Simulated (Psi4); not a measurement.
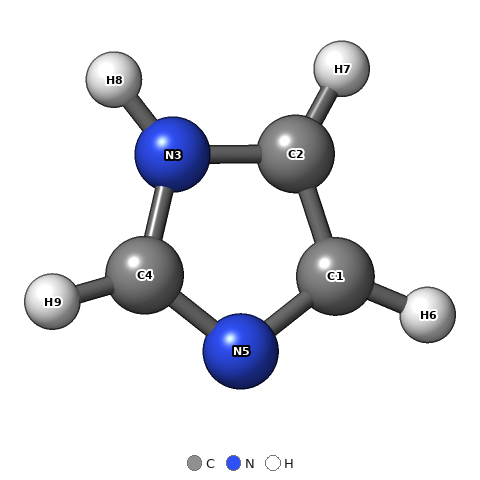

Geometry used (C₃H₄N₂, SMILES c1c[nH]cn1).

Unscaled harmonic wavenumbers and double-harmonic intensities, ωB97X-D/cc-pVDZ (dispersion in the functional's name) with Psi4 1.11, at a geometry relaxed at this level, isolated molecule.

Which lines are the most intense, and is the structure a minimum?

Answer. The most intense lines lie at 513.2 cm⁻¹ (93.8 km/mol), 3700.9 cm⁻¹ (70.1 km/mol) and 1099.9 cm⁻¹ (42.9 km/mol). It has no imaginary mode, so it is a minimum.

```tsv
cm⁻¹	km/mol
513.2	93.8
648.0	5.3
684.8	4.1
732.4	34.2
819.9	26.5
889.0	5.1
910.6	7.9
944.3	2.0
1078.6	15.0
1099.9	42.9
1151.0	3.1
1198.0	4.2
1278.9	1.1
1401.3	7.3
1476.4	10.7
1536.4	18.0
1588.3	12.6
3264.8	6.0
3267.7	0.3
3301.0	0.9
3700.9	70.1
```

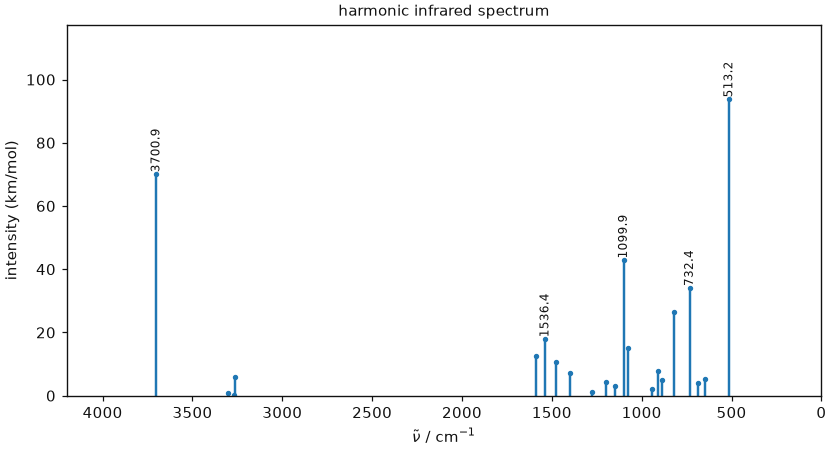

Note: double-zeta basis.
